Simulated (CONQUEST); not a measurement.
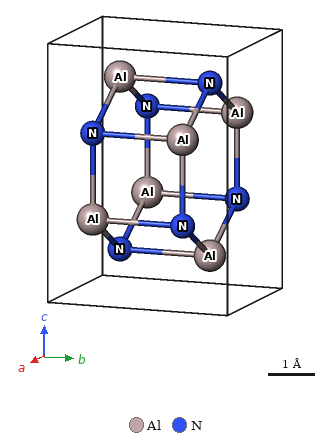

Fig. 1: The structure as given in the input (ball-and-stick view of the cell of the calculation, seen slightly off an axis).

Single-point calculation of AlN

AlN (8 atoms in the cell), computed with Kohn-Sham DFT of a periodic cell, BLYP, PseudoDojo NC PBEsol, no spin polarisation (CONQUEST 1.3).

The structure derives from a Materials Project entry. Some settings of this run were made unusual or wrong on purpose.

## Input
```
IO.Title AlN
IO.Coordinates coords.dat
IO.FractionalAtomicCoords F
IO.Iprint 2
IO.Iprint_init 1
General.NumberOfSpecies 2
General.PseudopotentialType hamann
General.DistanceUnits A
General.FunctionalType -497498
General.DifferentFunctional T
AtomMove.TypeOfRun static
AtomMove.FullStress T
Grid.GridCutoff 150
DM.SolutionMethod diagon
Diag.MPMesh T
Diag.GammaCentred T
Diag.MPMeshX 4
Diag.MPMeshY 3
Diag.MPMeshZ 2
Diag.kT 0.00183747
minE.SCTolerance 1e-6
SC.MaxIters 80
IO.AtomChargeOutput T
%block ChemicalSpeciesLabel
1 26.980 Al
2 14.010 N
%endblock
```

Hardware: 1 thread of AMD EPYC (Zen 5), 16 GiB of memory available, shared host.

Launched with:
```bash
Conquest
```

## Output
```
Simulation cell dimensions:     3.3121 A  x     4.1876 A  x     5.7368 A

      Atomic coordinates (A )
         Atom         X         Y         Z  Species
            1    0.0000    1.9783    3.6136        1
            2    3.1295    1.9783    9.0341        1
            3    0.0000    5.9350    7.2273        1
            4    3.1295    5.9350    1.8068        1
            5    0.0000    5.9350    3.6136        2
            6    3.1295    5.9350    9.0341        2
            7    0.0000    1.9783    7.2273        2
            8    3.1295    1.9783    1.8068        2

         Monkhorst-Pack mesh:   4 x   3 x   2 gamma-centred
        This calculation includes non-local pseudopotentials,
         with a maximum core radius of      8.23709393

    Job title: AlN
    Job to be run: static calculation

    Ground state search:
      Support functions represented with PAO basis
      1:1 PAO to SF mapping
      Non-spin-polarised electrons
      Solving for the K matrix using diagonalisation
      Using Fermi-Dirac smearing

    Integration grid size:     36 x   48 x   60

    Integration grid spacing:  0.092 A  x 0.087 A  x 0.096 A

    Number of species:  2
    --------------------------------------------------------
    |   #  mass (au)  Charge (e)  SF Rad (A )  NSF  Label  |
    --------------------------------------------------------
    |   1     26.980       3.000        4.494   13  Al     |
    |   2     14.010       5.000        3.060   13  N      |
    --------------------------------------------------------
          SCF tolerance:                 0.00000100
          SCF iterations:                80

    LibXC version:  6. 2. 2
    Using the MGGA functional Re-regularized SCAN exchange by Furness et al
    Using the MGGA functional Re-regularized SCAN correlation by Furness et al

           radial cut-off to be used is taken to be max PAO cut-off radius for this species:    8.237094

           greatest ang. mom. for making density from PAOs:  2

           radial cut-off to be used is taken to be max PAO cut-off radius for this species:    5.483972

           greatest ang. mom. for making density from PAOs:  2
    Minimum blocs/proc is     1620. Maximum blocs/proc is     1620
    set_atom_dens: In set_atomic_density, electrons :      32.000000000000
 matrix_size & matrix_size_padH =          104         104

    Screened ion int: energy:     -33.531608637482 Ha

    new_SC_potl: Starting.  Tolerance:  0.10000E-05

    PulayMixSC: Starting Pulay mixing, A_up =  0.500 A_dn =  0.500
    PulayMixSC: Spin non-polarised calculation.
          Harris-Foulkes Energy            :       -34.705240914569785 Ha
          GroundState Energy (E-(1/2)TS)   :       -34.705344352576830 Ha
          Free Energy (E-TS)               :       -34.705447790583868 Ha
          DFT Total Energy                 :       -34.371444606946156 Ha
          Total number of electrons        :        32.000000000000725
    PulayMixSC: Pulay iteration     1 residual:              0.10078E-01
          Harris-Foulkes Energy            :       -34.591703449724221 Ha
          (TS=0 as O(N) or entropic contribution is negligible)
          DFT Total Energy                 :       -34.519451040887986 Ha
          Total number of electrons        :        31.999999773481882
    PulayMixSC: Pulay iteration     2 residual:              0.33339E-02
          Harris-Foulkes Energy            :       -34.564916665185237 Ha
          (TS=0 as O(N) or entropic contribution is negligible)
          DFT Total Energy                 :       -34.558953932600204 Ha
          Total number of electrons        :        32.000003795404034
    PulayMixSC: Pulay iteration     3 residual:              0.16052E-02
          Harris-Foulkes Energy            :       -34.560889024105592 Ha
          (TS=0 as O(N) or entropic contribution is negligible)
          DFT Total Energy                 :       -34.560866746831799 Ha
          Total number of electrons        :        32.000003833418475
    PulayMixSC: Pulay iteration     4 residual:              0.79116E-04
          Harris-Foulkes Energy            :       -34.560876379164021 Ha
          (TS=0 as O(N) or entropic contribution is negligible)
          DFT Total Energy                 :       -34.560874356595129 Ha
          Total number of electrons        :        32.000002506416351
    PulayMixSC: Pulay iteration     5 residual:              0.28956E-04
          Harris-Foulkes Energy            :       -34.560875288471415 Ha
          (TS=0 as O(N) or entropic contribution is negligible)
          DFT Total Energy                 :       -34.560875262495074 Ha
          Total number of electrons        :        32.000002234309939
    PulayMixSC: Pulay iteration     6 residual:              0.30013E-05
          Harris-Foulkes Energy            :       -34.560875267021608 Ha
          (TS=0 as O(N) or entropic contribution is negligible)
          DFT Total Energy                 :       -34.560875266930360 Ha
          Total number of electrons        :        32.000002157841379
    PulayMixSC: Pulay iteration     7 residual:              0.17704E-06
    PulayMixSC: Reached SCF tolerance of  0.17704E-06 after      7 iterations
      | Number of electrons      =        32.000002
      |* band energy as 2Tr[K.H] =        -1.934390221426514 Ha
      |  screened ion-ion energy =       -33.531608637482030 Ha
      |  Ha correction           =         0.905121457509406 Ha
      |  XC correction           =         0.000000000000000 Ha
      |* Harris-Foulkes energy   =       -34.560875267021608 Ha
      |* DFT total energy        =       -34.560875266930360 Ha
      |  estimated accuracy      =        -0.000000000091248 Ha

    force: Forces on atoms (Ha/A )
    force:  Atom   X              Y              Z
    force:     1  -0.0000000000  -0.0000000000  -0.0003908634
    force:     2  -0.0000000000  -0.0000000000  -0.0003908634
    force:     3  -0.0000000000   0.0000000000   0.0003908634
    force:     4  -0.0000000000  -0.0000000000   0.0003908634
    force:     5   0.0000000000  -0.0000000000  -0.0010335840
    force:     6  -0.0000000000  -0.0000000000  -0.0010335840
    force:     7  -0.0000000000  -0.0000000000   0.0010335840
    force:     8   0.0000000000  -0.0000000000   0.0010335840

    force: Maximum force :        0.00103358(Ha/A ) on atom         8 in z direction
    force: Force Residual:        0.00078137 Ha/A
    force: Total stress:       -158.55288728     0.00000000     0.00000000 GPa
                             0.00000000  -160.41636541     0.00000000
                             0.00000000     0.00000000  -158.03992209
    force: Average pressure:    159.00305826 GPa

    force: Finished force
    get_E_and_F: Change in energy during last step of electronic optimisation:  0.21450E-07

    BIBLIOGRAPHY: Please consider citing the following references in the conquest.bib file

    CONQUEST:         Bowler2002pt, Miyazaki2004, Nakata2020
    Basis:            Bowler2019
    DM:               Bowler:2006xr
    Pseudopotentials: Hamann2013, Bowler2019
    XC references from LibXC:
      J. W. Furness, A. D. Kaplan, J. Ning, J. P. Perdew, and J. Sun.,  J. Phys. Chem. Lett. 11, 8208-8215 (2020)
      J. W. Furness, A. D. Kaplan, J. Ning, J. P. Perdew, and J. Sun.,  J. Phys. Chem. Lett. 11, 8208-8215 (2020)

    Warnings written to file Conquest_warnings; please check
```

## File coords.dat
```
    3.3121157420     0.0000000000     0.0000000000
    0.0000000000     4.1875630000     0.0000000000
    0.0000000000     0.0000000000     5.7367527450
8
  0.0000000000   1.0468907500   1.9122509131 1 T T T
  1.6560578710   1.0468907500   4.7806272856 1 T T T
  0.0000000000   3.1406722500   3.8245018319 1 T T T
  1.6560578710   3.1406722500   0.9561254594 1 T T T
  0.0000000000   3.1406722500   1.9122509131 2 T T T
  1.6560578710   3.1406722500   4.7806272856 2 T T T
  0.0000000000   1.0468907500   3.8245018319 2 T T T
  1.6560578710   1.0468907500   0.9561254594 2 T T T
```

## What the run reported

| quantity | value |
| --- | --- |
| outcome | converged |
| space group (tolerance 0.01 Å) | P6₃/mmc (194) |
| electrons treated | 32 |
| free energy | −940.4493 eV |
| Fermi energy | 6.314 eV |
| gap on the k-point mesh | 1.33 eV |
| pressure | 159.00 GPa |
| largest force (length of the vector) | 0.028 eV/Å |
| wall time | 43 s |
| peak memory | 1.4 GiB |

Some settings of this run were drawn to be unusual or wrong (General.FunctionalType set to -497498; General.DifferentFunctional set to T). It converged; results that depend on the unusual settings are not reference values. Further notes kept with the run: read_and_write: Functional in input file differs to pseudopotential but proceeding: -497498 -116133. Points of doubt noted for this run: output prints bohr positions as angstrom; potential of other functional.
